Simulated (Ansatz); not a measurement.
**WC: geometry relaxation**

System: WC (Fm-3m, 2 atoms in the cell).
Method: DFT PBE, scalar-relativistic, plane waves, PAW, no spin polarisation (Ansatz 0.2.0).

The structure was made by swapping elements on the sites of another compound; it need not be a known phase. It belongs to a series of runs on one base structure; here: N -> C, Ta -> W on all its sites, cell and atoms relaxed.

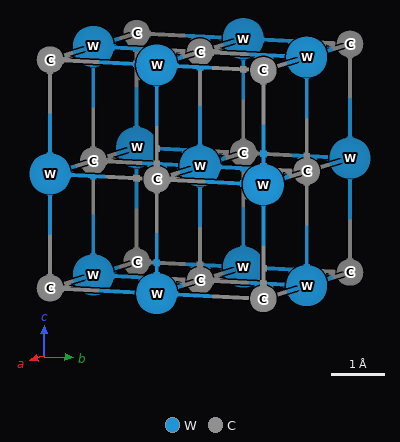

*The structure as given in the input (ball-and-stick view of the cell 4 times as large as that of the calculation, set on its symmetry axes, seen slightly off an axis).*

Near neighbours in the crystal (not all of them lie inside the picture): W has 6 C at 2.19 Å; C has 6 W at 2.19 Å.

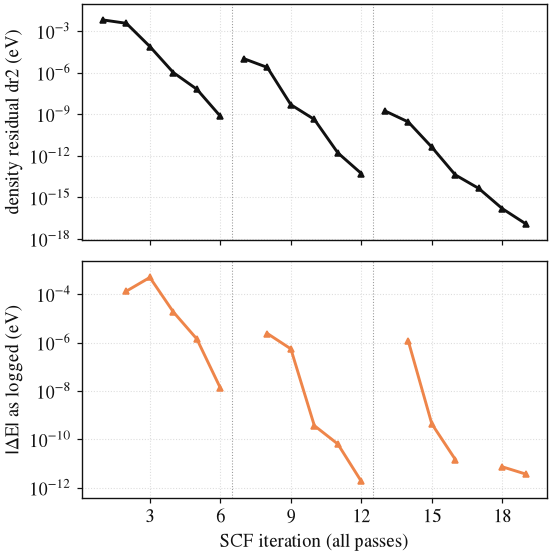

*Convergence of the self-consistent field: density residual dr2 and size of the energy change against the SCF iteration. The dotted lines part the SCF passes of the relaxation: geometry steps, rejected trials and re-solves on a re-selected basis.*

The passes take 6, 6 and 7 iterations.

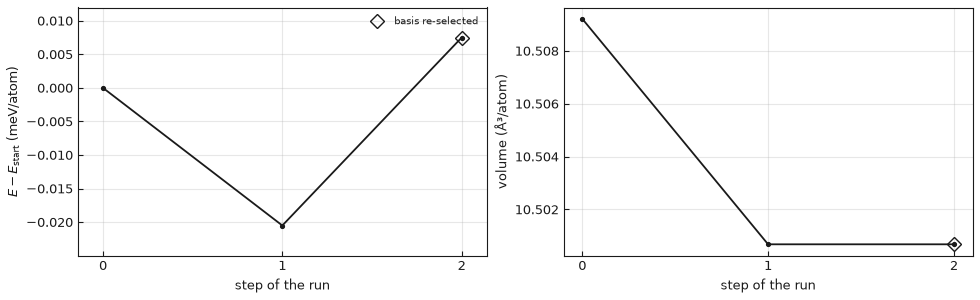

*Progress of the relaxation, step by step (the first geometry is step 0 here and step 1 in the log).*

The energy falls by next to nothing (0.0 meV per atom) in 1 geometry step. All forces vanish by symmetry, so only the cell relaxes. The pressure goes from −0.21 to 0.09 GPa. The atoms keep their places relative to the cell (all moves are under 0.005 Å). The volume changes by −0.1 %, with a = b = c 4.381 → 4.380 Å (0.0 %). The space group stays Fm-3m (No. 225). A last SCF at the same geometry on a re-selected plane-wave basis shifts the energy by +0.0 meV per atom.

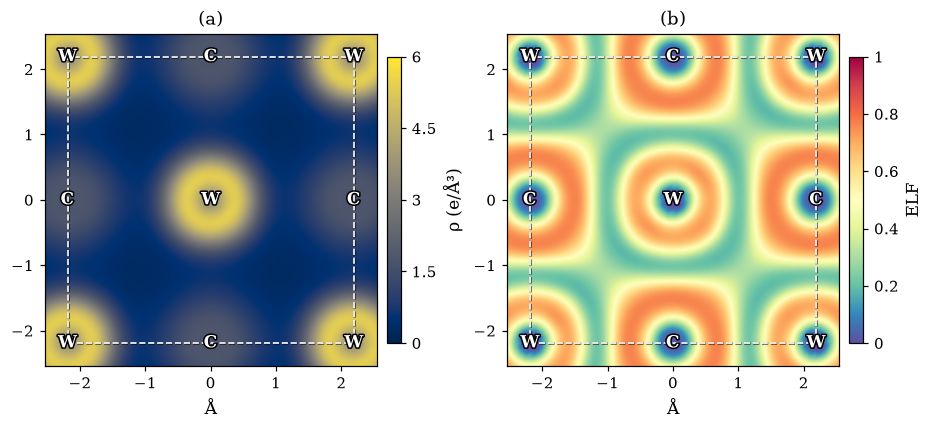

*(a) valence electron density; (b) ELF on the (010) plane of the conventional cell.*

The section cuts through W and C sites. W–C (2.19 Å): the density is about 0.64 e/Å³ at the midpoint; the ELF is about 0.25 at the midpoint. Away from the nuclei the density in this plane falls to 0.28 e/Å³ at its lowest. The strong features right at W lie inside the PAW spheres (semicore, d or f shells) and say nothing about bonding. Core electrons are frozen (PAW), so the fields are smoothed inside the atomic spheres.

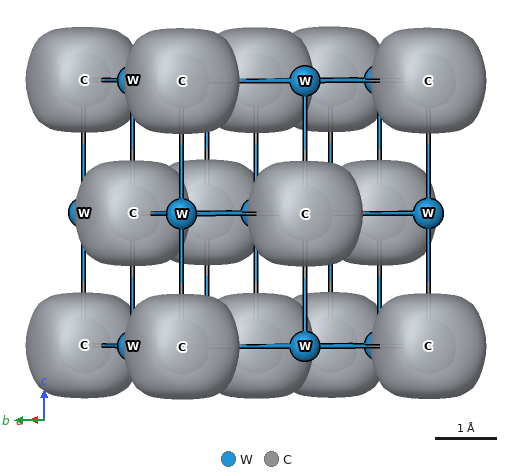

*Isosurface of the ELF at 0.6 (grey), seen at an oblique angle. Core shells and regions of very low density are left out. Sticks mark near contacts. The outline is the cell set on symmetry axes.*

Along the contacts the grid gives the following. W–C (2.19 Å): the ELF is about 0.25 at the midpoint.

The input and output of the run follow.

The input:
```yaml
crystal:
  lattice:
    - [0.0, 2.1904003773, 2.1904003773]
    - [2.1904003773, 0.0, 2.1904003773]
    - [2.1904003773, 2.1904003773, 0.0]
  atoms:
    - { symbol: W, position: [0.5, 0.5, 0.5] }
    - { symbol: C, position: [0.0, 0.0, 0.0] }
basis:
  ecutwfc: 420
kpoints:
  mp_grid: { grid: [16, 16, 16] }
hamiltonian:
  xc: pbe
scf:
  occupations: { method: gaussian, width: 0.1 }
output:
  forces: true
  stress: true
  eigenvalues: true
  write_density: true
  write_potential: true
  elf: true
  volumetric_format: npy
relax:
  adjacent_minimum: "off"
  f_tol: 0.01
  max_steps: 60
  cell: { stress_tol: 0.1 }
```

Command:
```bash
ansatz run input.yaml --threads 1 --pin off --max-ram 2560MiB --backend cpu --events-out ev --progress --plain --runs-dir out
```

What the program printed:
```
Engine: ansatz 0.2.0, x86_64-unknown-linux-gnu
Pseudopotentials: kind: paw
Pseudopotential: W, paw, valence charge 14, recommended cutoff 420 eV (normal), W.paw.azcp
Pseudopotential: C, paw, valence charge 4, recommended cutoff 420 eV (normal), C.paw.azcp
Functional definition: PBE
  parameter kappa = 0.804
  parameter beta = 0.06672455060314922
  exchange = pbe_x(kappa = kappa, mu = beta*pi^2/3)
  correlation = pbe_c(beta = beta)
Crystal: 2 atoms, lattice volume = 21.018 Å³
Basis set: ecut = 420 eV, 411 PW (Γ), exchange–correlation on 48×48×48 points (8 copies of the dense FFT grid, shifted against one another)
Bands: 13, of which v1, the nominal top of the filled ones, is band 9 counted from 1 (8 counted from 0)
Symmetry: 48 space group operations
Space group: Fm-3m (ITA 225), of the structure as read, at distance tolerance 2.8e-5 Å
k-points: 145 of 4096
Non-local potential: W, projectors of the file, l = 0: 3, l = 1: 2, l = 2: 2, l = 3: 1
Non-local potential: C, projectors of the file, l = 0: 2, l = 1: 2, l = 2: 1
PAW form: soft (Blöchl's): semilocal exchange-correlation on the pseudo side does not see the compensation charge
PAW one-centre angular grid: W, 590 points (default); XC on 64 Gauss nodes
PAW one-centre angular grid: C, 110 points (default); XC on 64 Gauss nodes
Initial density: superposition of atomic densities (neutral atoms: chi_scale 0, normalization atom), corrected by the library's trained network
Initial wavefunctions: pseudopotential atomic-orbital guess
Functional: x = pbe(κ = 0.804, μ = 0.2195149727645171), c = pbe(β = 0.06672455060314922)
SCF iter   1: F=—  HF=-10635.165953 eV  |F-HF|=—  |Δ(HF+E_count)|=         —  Δρ=5.40e-3  dr2=6.39e-3  ethr=1.77e-3  ⟨swp⟩=5.0  Hψ=20995  notcnv=0  defer=150
automatic band count: the SCF goes on with 17 bands, as 13 were too few: the levels above may hold too much charge
preconditioner: auto → none  [metal: Δε(μ)=0.021 eV  Ē_g=14.607 eV  σ=0.100 eV  W_gap=0.12  n_scr=8 (ndim 8)  ℏωp=25.6 eV  f_vac=0.000  D(μ)=1.09/eV (n_scr^D=14)  sad-step TF]
SCF iter   2: F=—  HF=-10635.165820 eV  |F-HF|=—  |Δ(HF+E_count)|=   1.33e-4  Δρ=3.89e-3  dr2=3.64e-3  ethr=3.55e-5  ⟨swp⟩=1.0  Hψ=3629  notcnv=0  defer=167
SCF iter   3: F=—  HF=-10635.165329 eV  |F-HF|=—  |Δ(HF+E_count)|=   4.91e-4  Δρ=5.67e-4  dr2=7.69e-5  ethr=2.02e-5  ⟨swp⟩=1.6  Hψ=2353  notcnv=0  defer=167
SCF iter   4: F=—  HF=-10635.165311 eV  |F-HF|=—  |Δ(HF+E_count)|=   1.83e-5  Δρ=1.24e-4  dr2=1.01e-6  ethr=4.27e-7  ⟨swp⟩=2.6  Hψ=3066  notcnv=0  defer=167
iter 5 did not close the SCF: its close was put off for the readings that it lacked (scf_convergence_deferred on its scf_iter line)
SCF iter   5: F=-10635.165312 eV  HF=-10635.165312 eV  |F-HF|=3.50e-8  |Δ(HF+E_count)|=   1.40e-6  Δρ=2.15e-5  dr2=6.35e-8  ethr=5.62e-9  ⟨swp⟩=2.1  Hψ=2927  notcnv=0  defer=167
SCF iter   6: F=-10635.165312 eV  HF=-10635.165312 eV  |F-HF|=2.71e-10  |Δ(HF+E_count)|=   1.32e-8  Δρ=2.09e-6  dr2=7.14e-10  ethr=3.53e-10  ⟨swp⟩=9.7  Hψ=14505  notcnv=0
SCF 1 converged in 6 iterations: F = -10635.165312 eV  dr2 = 7.14e-10
  greatest PAW one-centre occupation: 1.000 electrons in one spin orbital (limit 2), on the W atom at site 0 (counted from 0), in its partial waves of l = 0
relax step   1: F+E_penalty+E_count = -10635.16531204 eV  Δ(F+E_penalty+E_count) = +0.000e0 eV  max|allowed force component| = 1.039e-29 eV/Å  Δτ_max = 0.0000 Å  P = -0.206 GPa  Ω = 21.018 Å³  (6 SCF iters, dr2 threshold 1.00e-7 eV, accepted)
Crystal: 2 atoms, lattice volume = 21.001 Å³
Bands: 17, of which v1, the nominal top of the filled ones, is band 9 counted from 1 (8 counted from 0)
Initial density: handed on by an earlier stage of this run
Initial wavefunctions: those handed on with the density
iter 1 solved again at ethr=5.69e-8 eV; its pass at ethr=3.10e-3 eV (dr2=1.02e-5 eV) is discarded
SCF iter   1: F=—  HF=-10635.165356 eV  |F-HF|=—  |Δ(HF+E_count)|=         —  Δρ=1.97e-4  dr2=1.02e-5  ethr=5.69e-8  ⟨swp⟩=1.0  Hψ=11531  notcnv=0
preconditioner: auto → none  [metal: Δε(μ)=0.006 eV  Ē_g=14.604 eV  σ=0.100 eV  W_gap=0.03  n_scr=8 (ndim 8)  ℏωp=25.6 eV  f_vac=0.000  D(μ)=1.09/eV (n_scr^D=14)]
SCF iter   2: F=—  HF=-10635.165354 eV  |F-HF|=—  |Δ(HF+E_count)|=   2.36e-6  Δρ=9.27e-5  dr2=2.37e-6  ethr=5.65e-8  ⟨swp⟩=1.0  Hψ=2465  notcnv=0
iter 3 did not close the SCF: its close was put off for the readings that it lacked (scf_convergence_deferred on its scf_iter line)
SCF iter   3: F=-10635.165353 eV  HF=-10635.165353 eV  |F-HF|=6.71e-10  |Δ(HF+E_count)|=   5.46e-7  Δρ=7.01e-6  dr2=4.86e-9  ethr=1.32e-8  ⟨swp⟩=1.0  Hψ=2473  notcnv=0
iter 4 did not close the SCF: its close was put off for the readings that it lacked (scf_convergence_deferred on its scf_iter line)
SCF iter   4: F=-10635.165353 eV  HF=-10635.165353 eV  |F-HF|=1.22e-10  |Δ(HF+E_count)|=  3.67e-10  Δρ=1.62e-6  dr2=4.19e-10  ethr=2.70e-11  ⟨swp⟩=2.8  Hψ=3788  notcnv=0
iter 5 did not close the SCF: its close was put off for the readings that it lacked (scf_convergence_deferred on its scf_iter line)
SCF iter   5: F=-10635.165353 eV  HF=-10635.165353 eV  |F-HF|=3.64e-12  |Δ(HF+E_count)|=  6.37e-11  Δρ=1.52e-7  dr2=1.62e-12  ethr=2.33e-12  ⟨swp⟩=1.9  Hψ=2948  notcnv=0
SCF iter   6: F=-10635.165353 eV  HF=-10635.165353 eV  |F-HF|=0.00e0  |Δ(HF+E_count)|=  1.82e-12  Δρ=1.77e-8  dr2=5.23e-14  ethr=1.00e-12  ⟨swp⟩=3.9  Hψ=8430  notcnv=0
SCF 2 converged in 6 iterations: F = -10635.165353 eV  dr2 = 5.23e-14
relax step   2: F+E_penalty+E_count = -10635.16535347 eV  Δ(F+E_penalty+E_count) = -4.143e-5 eV  max|allowed force component| = 1.650e-29 eV/Å  Δτ_max = 0.0000 Å  P = +0.093 GPa  Ω = 21.001 Å³  energy of the carried Pulay correction = +3.536e-5 eV  (6 SCF iters, dr2 threshold 1.06e-7 eV, accepted)
Initial wavefunctions: pseudopotential atomic-orbital guess (no wavefunctions were taken with the density)
iter 1 solved again at ethr=1.87e-8 eV; its pass at ethr=3.10e-3 eV (dr2=3.36e-6 eV) is discarded
SCF iter   1: F=—  HF=-10635.165298 eV  |F-HF|=—  |Δ(HF+E_count)|=         —  Δρ=6.27e-6  dr2=1.74e-9  ethr=1.87e-8  ⟨swp⟩=3.2  Hψ=18256  notcnv=0
preconditioner: auto → none  [metal: Δε(μ)=0.006 eV  Ē_g=14.603 eV  σ=0.100 eV  W_gap=0.03  n_scr=8 (ndim 8)  ℏωp=25.6 eV  f_vac=0.000  D(μ)=1.09/eV (n_scr^D=14)]
SCF iter   2: F=—  HF=-10635.165297 eV  |F-HF|=—  |Δ(HF+E_count)|=   1.14e-6  Δρ=3.04e-6  dr2=2.74e-10  ethr=9.69e-12  ⟨swp⟩=2.6  Hψ=3840  notcnv=0
iter 3 did not close the SCF: its close was put off for the readings that it lacked (scf_convergence_deferred on its scf_iter line)
SCF iter   3: F=-10635.165297 eV  HF=-10635.165297 eV  |F-HF|=9.09e-12  |Δ(HF+E_count)|=  4.33e-10  Δρ=3.81e-7  dr2=4.18e-12  ethr=1.52e-12  ⟨swp⟩=2.0  Hψ=3122  notcnv=0
iter 4 did not close the SCF: its close was put off for the readings that it lacked (scf_convergence_deferred on its scf_iter line)
SCF iter   4: F=-10635.165297 eV  HF=-10635.165297 eV  |F-HF|=5.46e-12  |Δ(HF+E_count)|=  1.46e-11  Δρ=2.67e-8  dr2=4.14e-14  ethr=1.00e-12  ⟨swp⟩=1.0  Hψ=2465  notcnv=0
iter 5 did not close the SCF: its close was put off for the readings that it lacked (scf_convergence_deferred on its scf_iter line)
SCF iter   5: F=-10635.165297 eV  HF=-10635.165297 eV  |F-HF|=3.64e-12  |Δ(HF+E_count)|=    0.00e0  Δρ=4.09e-9  dr2=4.35e-15  ethr=1.00e-12  ⟨swp⟩=1.0  Hψ=2465  notcnv=0
iter 6 did not close the SCF: its close was put off for the readings that it lacked (scf_convergence_deferred on its scf_iter line)
SCF iter   6: F=-10635.165297 eV  HF=-10635.165297 eV  |F-HF|=1.82e-12  |Δ(HF+E_count)|=  7.28e-12  Δρ=7.78e-10  dr2=1.52e-16  ethr=1.00e-12  ⟨swp⟩=1.0  Hψ=2465  notcnv=0
SCF iter   7: F=-10635.165297 eV  HF=-10635.165297 eV  |F-HF|=1.82e-12  |Δ(HF+E_count)|=  3.64e-12  Δρ=2.23e-10  dr2=1.21e-17  ethr=1.00e-12  ⟨swp⟩=2.0  Hψ=6047  notcnv=0
SCF 3 converged in 7 iterations: F = -10635.165297 eV  dr2 = 1.21e-17
relax step   3: F+E_penalty+E_count = -10635.16529670 eV  Δ(F+E_penalty+E_count) = +5.677e-5 eV  max|allowed force component| = 1.680e-29 eV/Å  Δτ_max = 0.0000 Å  P = +0.091 GPa  Ω = 21.001 Å³  stress off target by 9.05e-2 GPa  SCF on the basis re-selected at this cell (its energy is not comparable with the rows above)  (7 SCF iters)
basis re-selected at this cell: Δ(F+E_penalty+E_count) = +5.677e-5 eV, ΔP = -0.002 GPa vs the last step (what re-selecting the basis moved, of the pressure what is left beyond the Pulay correction that the steps carried, after the strain that the cell walked since its last selection, with what the two solves' SCF thresholds leave and, on support functions, any second-order correction that the steps lacked; it is no measure of the basis error at this ecutwfc). This SCF's stress stands 9.05e-2 GPa from its target on what of the cell is left free (relax.cell.stress_tol is 1.00e-1 GPa) and its largest allowed force component is 1.68e-29 eV/Å (relax.f_tol is 1.00e-2 eV/Å): within both
SCF converged after 7 iterations
Free energy (F): -10635.165297 eV
Harris-Foulkes:  -10635.165297 eV  (|F-HF|=1.82e-12)
Internal energy: -10635.159845 eV  (E = F + TS)
E sigma→0 (E₀):  -10635.162571 eV
Entropy (-TS):   -0.005452 eV (-2.726 meV/atom)
Fermi energy:    21.902950 eV
--- Per-component energies (eV) ---
  E_band       = -60.232575
  E_kinetic    = 541.794204
  E_local      = -657.453217  (includes V_loc(G=0)·N_el)
  E_nonlocal   = 26.326961
  E_hartree    = 230.112782
  E_xc         = -316.051727
  E_vxc        = -299.803575  (∫ρ·V_xc dr)
  E_paw        = -8661.351234  (= ΣΔE_a)
  E_vpaw       = -131.322448  (= ΣTr[D̂ρ^β])
  E_aug_tail   = -0.000064  (compensation charges beyond the density's cutoff)
  E_ewald      = -1798.537550
  E_smearing   = -0.005452  (= −TS)
  E_closure    = -0.000000  (closes the sum)
  Σ components = -10635.165297   (vs F -10635.165297, Δ=0.00e0)
--- Forces (eV/Å), atoms counted from 1 ---
  atom   1  W      0.00000000    -0.00000000    -0.00000000
  atom   2  C     -0.00000000     0.00000000     0.00000000
  max |Σ_I F_I| component: 2.95e-29 eV/Å
--- Stress (GPa, compression-positive) ---
        0.090523      -0.000000      -0.000000
       -0.000000       0.090523       0.000000
       -0.000000      -0.000000       0.090523
  P = ⅓ Tr σ = 0.0905 GPa (0.905 kbar)
--- Band table (eV; the first three rows and the last of 145) ---
  k-point 0: bands = ["-53.4974", "-17.5275", "-17.5275", "-17.5275", "6.0318", "19.1049", "19.1049", "19.1049", "20.8034", "20.8034", "20.8034", "20.9060", "20.9060", "28.3505", "31.5464", "45.0321", "45.0321"]
  k-point 1: bands = ["-53.4959", "-17.5512", "-17.5300", "-17.5300", "6.1422", "18.6960", "19.0123", "19.0123", "19.8669", "19.8669", "20.9845", "22.1507", "22.1507", "28.5650", "31.8066", "43.6787", "44.3879"]
  k-point 2: bands = ["-53.4919", "-17.6183", "-17.5372", "-17.5372", "6.4657", "17.8038", "18.3009", "18.3009", "19.7977", "19.7977", "21.2793", "23.5667", "23.5667", "29.1226", "32.5195", "41.5683", "42.8446"]
  k-point 144: bands = ["-53.4469", "-17.9025", "-17.9025", "-17.7455", "9.1632", "15.5397", "15.7951", "15.7951", "22.3534", "22.3534", "24.1589", "25.3617", "26.7889", "33.7283", "34.6755", "34.6755", "37.7426"]
--- Relaxed structure (2 steps of the walk, 2 accepted, 1 SCFs on fresh bases) ---
  F+E_penalty+E_count = -10635.16529670 eV   max|allowed force component| = 1.680e-29 eV/Å   (the final SCF, on the basis selected at the relaxed cell)
  cell:  # Å, volume = 21.0014 Å³
    - [0.0, 2.1898069736985457, 2.1898069736985457]
    - [2.1898069736985457, -1.9389097252861057e-35, 2.1898069736985457]
    - [2.1898069736985457, 2.1898069736985457, -7.034281758181696e-35]
  atoms:
    - { symbol: W, position: [0.5, 0.5, 0.5] }
    - { symbol: C, position: [-4.2932583942348e-38, -2.8621722628232e-38, -1.4310861314116004e-37] }
```

Trajectory as extended XYZ (Å, eV, eV/Å), 3 frames, from step=1 to step=3:
```
2
Lattice="0.0000 2.1904 2.1904 2.1904 0.0000 2.1904 2.1904 2.1904 0.0000" Properties=species:S:1:pos:R:3:forces:R:3 step=1 energy=-10635.16531 pressure_GPa=-0.21
W     2.1904    2.1904    2.1904    0.0000   0.0000   0.0000
C     0.0000    0.0000    0.0000    0.0000   0.0000   0.0000
2
Lattice="0.0000 2.1898 2.1898 2.1898 0.0000 2.1898 2.1898 2.1898 0.0000" Properties=species:S:1:pos:R:3:forces:R:3 step=2 energy=-10635.16535 pressure_GPa=0.09
W     2.1898    2.1898    2.1898    0.0000   0.0000   0.0000
C     0.0000    0.0000    0.0000    0.0000   0.0000   0.0000
2
Lattice="0.0000 2.1898 2.1898 2.1898 0.0000 2.1898 2.1898 2.1898 0.0000" Properties=species:S:1:pos:R:3:forces:R:3 step=3 energy=-10635.16530 pressure_GPa=0.09
W     2.1898    2.1898    2.1898    0.0000   0.0000   0.0000
C     0.0000    0.0000    0.0000    0.0000   0.0000   0.0000
```

Summary:

| quantity | value |
| --- | --- |
| outcome | converged |
| space group (tolerance 0.01 Å) | Fm-3m (225) |
| electrons treated | 18 |
| free energy | −10635.1653 eV |
| Fermi energy | 21.903 eV |
| gap on the k-point mesh | none (metallic) |
| pressure | 0.09 GPa |
| final volume | 21.00 Å³ |
| largest force (length of the vector) at the end | under 0.001 eV/Å |
| final cell | a = 3.097 Å, b = 3.097 Å, c = 3.097 Å, α = 60.00°, β = 60.00°, γ = 60.00° |
| hardware | 1 thread of AMD EPYC (Zen 5), 32 GiB of memory available, shared host |
| wall time | 4.2 s |
| peak memory | 0.42 GiB |

Remarks:

Spin–orbit coupling is left out, which matters for W.
